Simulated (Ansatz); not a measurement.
## Electronic structure of InGa₁₅P₁₆ (cell with a defect) in real space

```
CELL_PARAMETERS angstrom
-5.50512 5.50512 5.50512
5.50512 -5.50512 5.50512
5.50512 5.50512 -5.50512
ATOMIC_POSITIONS crystal
In 0.50000 0.50000 0.00000
Ga 0.50000 0.75195 0.74763
Ga 0.50000 0.00000 0.50000
Ga 0.75195 0.24763 0.00000
Ga 0.50000 0.24763 0.25195
Ga 0.75195 0.50000 0.74763
Ga 0.75237 0.75237 0.50432
Ga 0.00000 0.00000 0.00000
Ga 0.75237 0.00432 0.25237
Ga 0.99568 0.24805 0.74805
Ga 0.00000 0.50000 0.50000
Ga 0.24763 0.75195 0.00000
Ga 0.00432 0.75237 0.25237
Ga 0.24805 0.99568 0.74805
Ga 0.24805 0.24805 0.49568
Ga 0.24763 0.50000 0.25195
P 0.23575 0.50000 0.00000
P 0.24922 0.74782 0.74922
P 0.25218 0.00140 0.50140
P 0.50000 0.23575 0.00000
P 0.24922 0.24922 0.24782
P 0.50000 0.50000 0.73575
P 0.50000 0.75078 0.49860
P 0.75078 0.99860 0.00000
P 0.50000 0.99860 0.25078
P 0.74782 0.24922 0.74922
P 0.75078 0.50000 0.49860
P 0.99860 0.75078 0.00000
P 0.76425 0.76425 0.26425
P 0.00140 0.00140 0.75218
P 0.00140 0.25218 0.50140
P 0.99860 0.50000 0.25078
```

Method: DFT PBE, scalar-relativistic, plane waves, PAW in Ansatz.

Core electrons are frozen (PAW), and the valence fields are smoothed inside the atomic spheres.

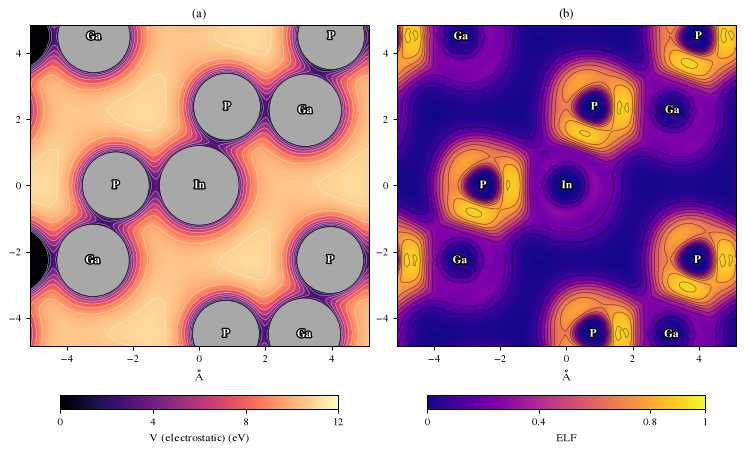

Figure 1. (a) electrostatic potential energy of an electron; (b) electron localisation function on the (11̄0) plane of the calculation cell. Grey discs cover the atomic cores in the potential map.

What do the fields say about this system?

Answer. The plane passes through In, Ga and P nuclei. Ga–P (2.37 Å): the ELF peaks at about 0.90 between the atoms: localised, covalent bonding. In–P (2.52 Å): the ELF peaks at about 0.90 in the valence shell of P, 0.8 Å from its nucleus, and is about 0.55 at the midpoint. The features right at Ga lie inside the PAW spheres, where the map follows smoothed inner orbitals and isn't to be read closely. Outside the cores the potential energy rises away from the atoms and is highest about 2.2 Å from the nearest atoms; its zero is arbitrary.

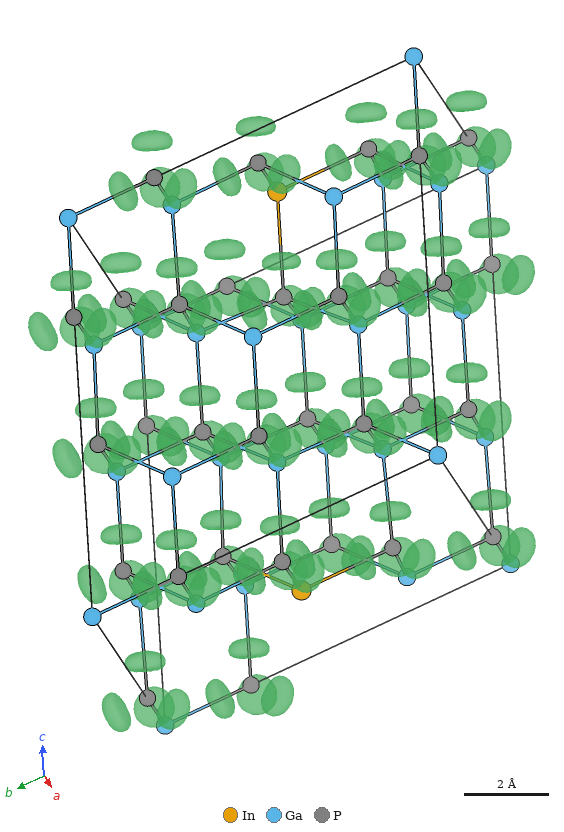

Figure 2. Isosurface of the ELF at 0.85 (green), seen at an oblique angle. Only the valence region is drawn (cores and ρ < 0.01 e/Å³ removed). Sticks mark near contacts.

Where are the electrons localised?

Answer. The ELF exceeds this value in 60 lobes of the valence shell of P pointing towards Ga (polar bonds) and four lobes of the valence shell of P pointing towards In (polar bonds), counted in one cell of 32 atoms. Regions shared between cells count once.

Metal or insulator at this level of theory?

Answer. It is gapped, with a Kohn–Sham gap of 2.2 eV on the k-point mesh, an upper bound to the gap of this method.
